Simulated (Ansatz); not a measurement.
## Run report: PtS4, single-point calculation

- system: PtS4 (slab, 5 atoms in the cell)
- method: DFT PBEsol, scalar-relativistic, plane waves, PAW, no spin polarisation (Ansatz 0.2.0)

The structure derives from an entry of the Crystallography Open Database. It belongs to a series of runs on one base structure; here: (0 0 1) slab cut from the bulk. Figures and captions count atoms from 1; the log counts them from 0 in places.

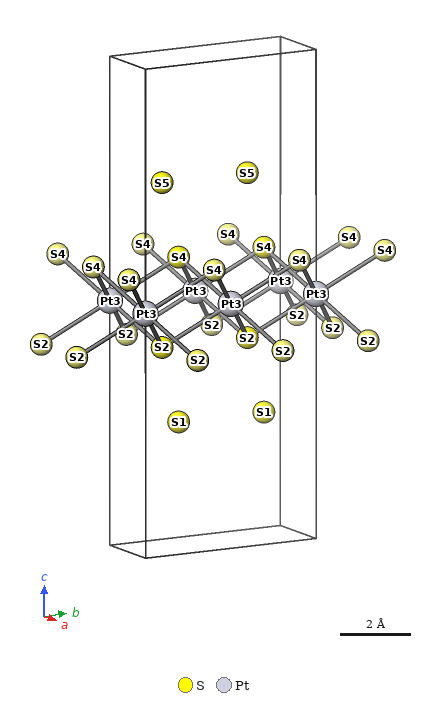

*The structure as given in the input (ball-and-stick view of the 1 × 2 repeat of the cell, with the vacuum cut short, seen slightly off an axis; neighbours outside the cell are drawn fainter; atoms are numbered from 1 in the order of the input).*

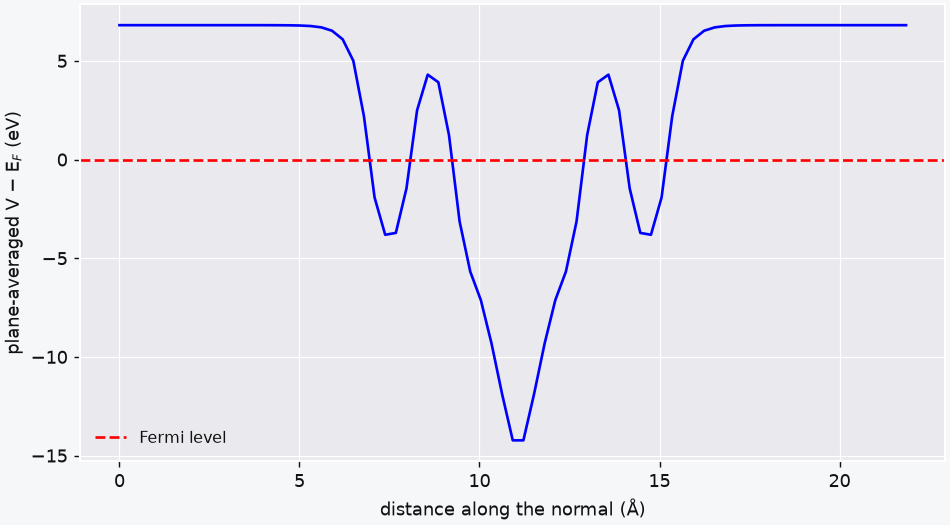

*Plane average of the electrostatic potential energy of an electron across the cell, from the Fermi level.*

The vacuum level lies 6.82 eV above the Fermi level.

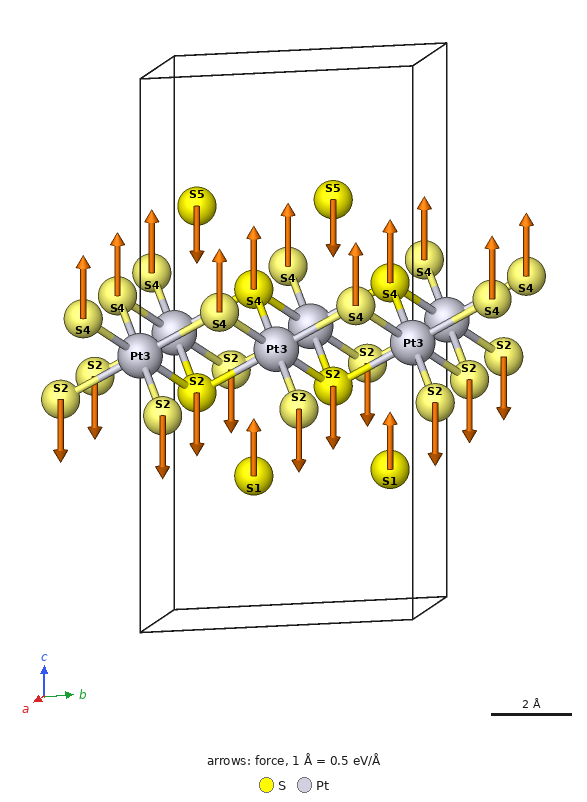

*Forces on the atoms as orange arrows (ball-and-stick view of the 1 × 2 repeat of the cell, with the vacuum cut short, seen slightly off an axis; neighbours outside the cell are drawn fainter; atoms are numbered from 1 in the order of the input).*

The largest act on S2, S4 (0.82 eV/Å); S1, S5 (0.74 eV/Å). The geometry is not a stationary point of this energy.

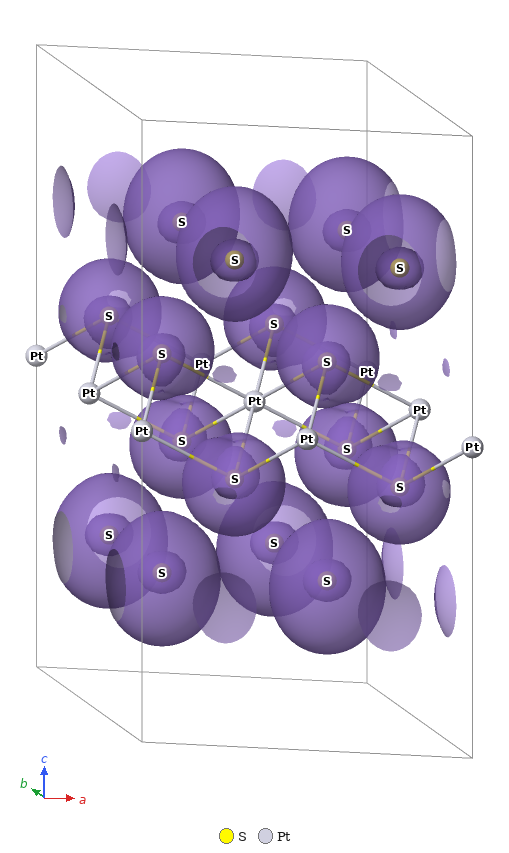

*Isosurface of the electron localisation function at 0.65 (purple), seen slightly off an axis. Core shells and regions of very low density are left out. Sticks mark near contacts.*

Counts are for one cell; the picture repeats the cell along the surface. Along the contacts the grid gives the following. Pt–S (2.38 Å): the ELF is about 0.45 at the midpoint. In a PAW calculation such maps are meaningful between the atoms, not at the nuclei.

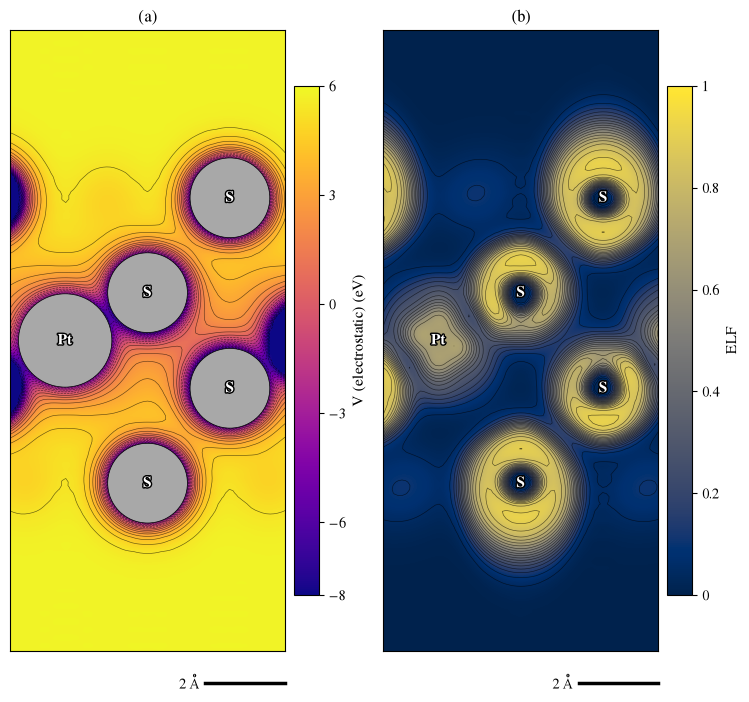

*(a) electrostatic potential (local pseudopotential plus Hartree) felt by an electron; (b) ELF on the (110) plane of the calculation cell, a cut from vacuum to vacuum. Grey discs, where drawn, cover atomic cores.*

The section cuts through S and Pt sites. Pt–S (2.38 Å): the ELF is about 0.45 at the midpoint. The strong features right at Pt lie inside the PAW spheres (semicore, d or f shells) and say nothing about bonding.

These pictures come from the run below.

Input file:
```yaml
crystal:
  lattice:
    - [3.5713268724, 0.0, 0.0]
    - [-1.7856634362, 3.0928597967, 0.0]
    - [0.0, 0.0, 22.1433901852]
  atoms:
    - { symbol: S, position: [0.3333333333, 0.6666666667, 0.3387015239] }
    - { symbol: S, position: [0.6666666667, 0.3333333333, 0.4459621717] }
    - { symbol: Pt, position: [0.0, 0.0, 0.5] }
    - { symbol: S, position: [0.3333333333, 0.6666666667, 0.5540378283] }
    - { symbol: S, position: [0.6666666667, 0.3333333333, 0.6612984761] }
basis:
  ecutwfc: 420
kpoints:
  mp_grid: { grid: [12, 12, 1] }
hamiltonian:
  xc: pbesol
scf:
  occupations: { method: gaussian, width: 0.05 }
output:
  forces: true
  stress: true
  eigenvalues: true
  write_density: true
  write_potential: true
  elf: true
  volumetric_format: npy
efield:
  axis: 3
  dipole_correction: true
  ramp_width: 0.04
```

Launch command:
```bash
ansatz run input.yaml --threads 2 --pin off --max-ram 4096MiB --backend cpu --events-out ev --progress --plain --runs-dir out
```

Log:
```
Engine: ansatz 0.2.0, x86_64-unknown-linux-gnu
Pseudopotentials: kind: paw
Pseudopotential: S, paw, valence charge 6, recommended cutoff 420 eV (normal), S.paw.azcp
Pseudopotential: Pt, paw, valence charge 18, recommended cutoff 420 eV (normal), Pt.paw.azcp
Functional definition: PBEsol
  exchange = pbesol_x
  correlation = pbesol_c
Crystal: 5 atoms, lattice volume = 244.587 Å³
Basis set: ecut = 420 eV, 4713 PW (Γ), exchange–correlation on 48×48×300 points (8 copies of the dense FFT grid, shifted against one another)
Bands: 26, of which v1, the nominal top of the filled ones, is band 21 counted from 1 (20 counted from 0)
Symmetry: 6 space group operations
k-points: 19 of 144 (time reversal used)
Non-local potential: S, projectors of the file, l = 0: 2, l = 1: 2, l = 2: 2
Non-local potential: Pt, projectors of the file, l = 0: 3, l = 1: 2, l = 2: 2, l = 3: 1
PAW form: soft (Blöchl's): semilocal exchange-correlation on the pseudo side does not see the compensation charge
PAW frozen core: S, regenerated for the run's functional, and the local potential with it (the file was generated under x = pbe(κ = 0.804, μ = 0.2195149727645171), c = pbe(β = 0.06672455060314922))
PAW frozen core: Pt, regenerated for the run's functional, and the local potential with it (the file was generated under x = pbe(κ = 0.804, μ = 0.2195149727645171), c = pbe(β = 0.06672455060314922))
PAW one-centre angular grid: S, 110 points (default); XC on 64 Gauss nodes
PAW one-centre angular grid: Pt, 590 points (default); XC on 64 Gauss nodes
Initial density: superposition of atomic densities (neutral atoms: chi_scale 0, normalization atom), corrected by the library's trained network
Initial wavefunctions: pseudopotential atomic-orbital guess
Functional: x = pbesol(κ = 0.804, μ = 0.12345679012345678), c = pbesol(β = 0.046)
SCF iter   1: F=—  HF=-15919.817881 eV  |F-HF|=—  |Δ(HF+E_count)|=         —  Δρ=4.61e-3  dr2=8.36e-2  ethr=1.77e-3  p=0.000 e·Å  D=5.79e-14 V/Å  ΔV_dip=-0.00 eV  dr2_dipole=8.60e-6  V_vac-E_F(+/−)=6.81/6.81 eV  ⟨swp⟩=9.5  Hψ=2842  notcnv=0
efield: sawtooth ramp at fractional position 0.9800 (placed from the atoms, in the widest stretch of the axis that holds none; the zero of the levels goes with the place), width 0.0400; the density the first Hamiltonian is built on has a dipole p = 0.000 e·Å; the dipole correction subtracts the counter field D = 5.79e-14 V/Å, which shifts the + side's vacuum level by -0.00 eV against the − side's; the planar-averaged density in the ramp window peaks in size at 2.5e-5 e/Å³
preconditioner: auto → LDOS  [metal: Δε(μ)=0.023 eV  Ē_g=7.314 eV  σ=0.050 eV  W_gap=0.25  n_scr=20 (ndim 8)  ℏωp=13.8 eV  f_vac=0.526  D(μ)=6.34/eV (n_scr^D=44)  β→1.0]
SCF iter   2: F=—  HF=-15919.806978 eV  |F-HF|=—  |Δ(HF+E_count)|=   1.09e-2  Δρ=2.52e-3  dr2=1.56e-2  ethr=1.99e-4  p=0.000 e·Å  D=2.31e-5 V/Å  ΔV_dip=-0.00 eV  dr2_dipole=5.23e-6  V_vac-E_F(+/−)=6.79/6.79 eV  ⟨swp⟩=2.6  Hψ=1019  notcnv=0  defer=6
SCF iter   3: F=—  HF=-15919.806542 eV  |F-HF|=—  |Δ(HF+E_count)|=   4.36e-4  Δρ=1.06e-3  dr2=3.12e-3  ethr=3.71e-5  p=0.000 e·Å  D=2.06e-6 V/Å  ΔV_dip=-0.00 eV  dr2_dipole=7.59e-8  V_vac-E_F(+/−)=6.81/6.81 eV  ⟨swp⟩=2.1  Hψ=724  notcnv=0  defer=6
SCF iter   4: F=—  HF=-15919.806025 eV  |F-HF|=—  |Δ(HF+E_count)|=   5.17e-4  Δρ=4.14e-4  dr2=6.32e-4  ethr=7.44e-6  p=-0.000 e·Å  D=-1.86e-6 V/Å  ΔV_dip=0.00 eV  dr2_dipole=8.30e-8  V_vac-E_F(+/−)=6.81/6.81 eV  ⟨swp⟩=2.4  Hψ=729  notcnv=0  defer=6
SCF iter   5: F=—  HF=-15919.805930 eV  |F-HF|=—  |Δ(HF+E_count)|=   9.56e-5  Δρ=1.31e-4  dr2=6.65e-5  ethr=1.51e-6  p=-0.000 e·Å  D=-4.38e-7 V/Å  ΔV_dip=0.00 eV  dr2_dipole=3.36e-8  V_vac-E_F(+/−)=6.81/6.81 eV  ⟨swp⟩=2.4  Hψ=789  notcnv=0  defer=6
SCF iter   6: F=—  HF=-15919.806022 eV  |F-HF|=—  |Δ(HF+E_count)|=   9.29e-5  Δρ=2.45e-5  dr2=3.52e-6  ethr=1.58e-7  p=-0.000 e·Å  D=-3.71e-7 V/Å  ΔV_dip=0.00 eV  dr2_dipole=1.37e-8  V_vac-E_F(+/−)=6.81/6.81 eV  ⟨swp⟩=2.4  Hψ=821  notcnv=0  defer=6
SCF iter   7: F=—  HF=-15919.806023 eV  |F-HF|=—  |Δ(HF+E_count)|=   5.33e-7  Δρ=6.99e-6  dr2=1.59e-7  ethr=8.39e-9  p=-0.000 e·Å  D=-3.42e-8 V/Å  ΔV_dip=0.00 eV  dr2_dipole=7.80e-10  V_vac-E_F(+/−)=6.81/6.81 eV  ⟨swp⟩=2.2  Hψ=752  notcnv=0  defer=6
SCF iter   8: F=-15919.806023 eV  HF=-15919.806023 eV  |F-HF|=1.10e-8  |Δ(HF+E_count)|=   1.30e-7  Δρ=1.63e-6  dr2=2.21e-8  ethr=2.38e-10  p=0.000 e·Å  D=9.54e-8 V/Å  ΔV_dip=-0.00 eV  dr2_dipole=2.52e-11  V_vac-E_F(+/−)=6.81/6.81 eV  ⟨swp⟩=11.9  Hψ=3817  notcnv=0
SCF 1 converged in 8 iterations: F = -15919.806023 eV  dr2 = 2.21e-8
  greatest PAW one-centre occupation: 1.000 electrons in one spin orbital (limit 2), on the Pt atom at site 2 (counted from 0), in its partial waves of l = 0
WARN: The output density's exchange-correlation potential varies sharply where the density is thin. Do not read a vacuum level from v_tot or v_xc, or from such a field of the output density. On a cell that repeats whose density bears no net charge and no dipole along the vacuum's axis use v_es (v_loc + v_h of the components); under efield.dipole_correction with no amplitude use v_es + v_field, which holds any external_charges[].barrier, or the levels of the report's work_function block, which leave it out; under a non-zero efield.amplitude the vacuum is tilted and has no level; on a cell that repeats and bears such a dipole with no correction it is tilted too, and efield.dipole_correction with no amplitude gives each side of its ramp a level where efield: is served; in a cell that repeats whose density bears a net charge (total_charge, or a fill off its count) it is curved and has none; of a slab under crystal.periodic whose density bears no net charge use v_es, which has a level on each side, short of where the two are joined; of another it falls or rises all the way out and has none; of a slab beside external_charges read slab_vacuum_level instead, which it has where they leave it neutral. The grid or the basis barely resolves most such structure, and the values can differ between equally converged runs; as a rule a tighter scf.convergence.dr2_threshold does not remove it. Where the density itself ripples (under the LDA too) a higher basis.ecutwfc lessens it. The files hold the spikes' plane waves up to the density's cutoff. Files: v_tot_of_output_density and the like, and their columns of v_z.tsv (output.write_potential); v_xc_of_output_density and the like, and their columns of v_comp_z.tsv (output.write_potential_components). Measured: with its Gaussian average of σ = 0.25 Å subtracted twice, the exchange-correlation potential is over 0.1 eV at 1 of the grid points where the equally averaged density (valence and model cores) is under 1e-3 e/Å³, and 0.101 eV at the most among them, at an averaged density of 1.5e-9 e/Å³. The input density's (outcome.potential() and, of a run that writes arrays, v_tot and v_xc) is over 0.1 eV, so measured, at 31 points of its own thin density, 0.135 eV at the most. See output.write_potential in the manual, Limitations
SCF converged after 8 iterations
Free energy (F): -15919.806023 eV
Harris-Foulkes:  -15919.806023 eV  (|F-HF|=1.10e-8)
Internal energy: -15919.797181 eV  (E = F + TS)
E sigma→0 (E₀):  -15919.801602 eV
Entropy (-TS):   -0.008842 eV (-1.768 meV/atom)
Fermi energy:    -0.981627 eV
Dipole field:    D = -0.000006 V/Å  (p = -0.000008 e·Å, saw-weighted, corrected)
Work function:   Φ+ = 6.8151 eV   Φ− = 6.8149 eV
Levels:          The Fermi level and band energies are counted from a zero that moves with the ramp; work functions are not
--- Per-component energies (eV) ---
  E_band       = -735.786368
  E_kinetic    = 1047.142557
  E_local      = -28169.852065  (includes V_loc(G=0)·N_el)
  E_nonlocal   = 317.824193
  E_hartree    = 13509.410404
  E_xc         = -635.274893
  E_vxc        = -639.308133  (∫ρ·V_xc dr)
  E_paw        = -11651.931133  (= ΣΔE_a)
  E_vpaw       = -310.407638  (= ΣTr[D̂ρ^β])
  E_aug_tail   = 0.000182  (compensation charges beyond the density's cutoff)
  E_efield     = 0.000000  (sawtooth field / dipole correction)
  E_vefield    = 0.000000  (∫n·V_field dr)
  E_ewald      = 9662.348796
  E_core_change = 0.534778  (= ΣΔE_core)
  E_smearing   = -0.008842  (= −TS)
  E_closure    = -0.000000  (closes the sum)
  Σ components = -15919.806023   (vs F -15919.806023, Δ=0.00e0)
--- Forces (eV/Å), atoms counted from 1 ---
  atom   1  S      0.00000000     0.00000000     0.74172055
  atom   2  S     -0.00000000     0.00000000    -0.81567495
  atom   3  Pt     0.00000000    -0.00000000     0.00000080
  atom   4  S      0.00000000    -0.00000000     0.81567459
  atom   5  S     -0.00000000    -0.00000000    -0.74172035
  max |Σ_I F_I| component: 6.41e-7 eV/Å
--- Stress (GPa, compression-positive) ---
       -3.623780       0.000000      -0.000000
        0.000000      -3.623780      -0.000000
       -0.000000       0.000000      -2.191844
  P = ⅓ Tr σ = -3.1465 GPa (-31.465 kbar)
--- Band table (eV; the first three rows and the last of 19) ---
  k-point 0: bands = ["-100.1611", "-54.3905", "-54.3905", "-54.2351", "-16.1256", "-13.9347", "-12.4165", "-12.1415", "-7.5253", "-7.5253", "-7.0489", "-4.6083", "-4.6083", "-3.3953", "-2.8030", "-2.2462", "-2.2462", "-1.2086", "-0.5086", "-0.2835", "-0.2835", "-0.1971", "-0.1971", "1.5402", "1.5402", "3.8911"]
  k-point 1: bands = ["-100.1611", "-54.3919", "-54.3909", "-54.2349", "-16.0376", "-13.9367", "-12.3720", "-12.1301", "-7.5095", "-7.4673", "-6.9796", "-4.7626", "-4.6952", "-3.2554", "-3.0424", "-2.4208", "-2.1960", "-0.9932", "-0.8061", "-0.4436", "-0.3531", "-0.2359", "-0.1981", "1.1684", "1.4379", "4.3377"]
  k-point 2: bands = ["-100.1610", "-54.3958", "-54.3919", "-54.2344", "-15.7838", "-13.9492", "-12.2474", "-12.0866", "-7.4510", "-7.3092", "-6.7900", "-5.2578", "-4.8742", "-3.5292", "-2.9324", "-2.4458", "-2.1665", "-1.5926", "-1.1926", "-0.5594", "-0.5172", "-0.3575", "-0.3454", "0.7356", "1.2486", "4.8196"]
  k-point 18: bands = ["-100.1607", "-54.4053", "-54.4053", "-54.2321", "-14.1158", "-14.1158", "-11.6218", "-11.6218", "-7.3814", "-7.0729", "-7.0729", "-5.4681", "-5.4681", "-4.3704", "-4.2508", "-3.0257", "-3.0257", "-2.3908", "-2.1157", "-1.8849", "-1.8849", "-1.3668", "-1.3668", "1.0247", "1.0247", "5.1855"]
```

Key numbers:

| quantity | value |
| --- | --- |
| outcome | converged |
| electrons treated | 42 |
| free energy | −15919.8060 eV |
| work function, top face | 6.82 eV |
| work function, bottom face | 6.81 eV |
| Fermi energy | −0.982 eV |
| gap on the k-point mesh | none (metallic) |
| work function (upper face) | 6.82 eV |
| largest force (length of the vector) | 0.816 eV/Å |
| hardware | 2 threads of Intel Xeon @ 2.90GHz (Ice Lake), 16 GiB of memory available, shared host |
| wall time | 5.2 s (CPU time 10 s) |
| peak memory | 0.53 GiB |

Warnings of the run: the exchange-correlation potential is rough where the density is thin. Spin–orbit coupling is left out, which matters for Pt.
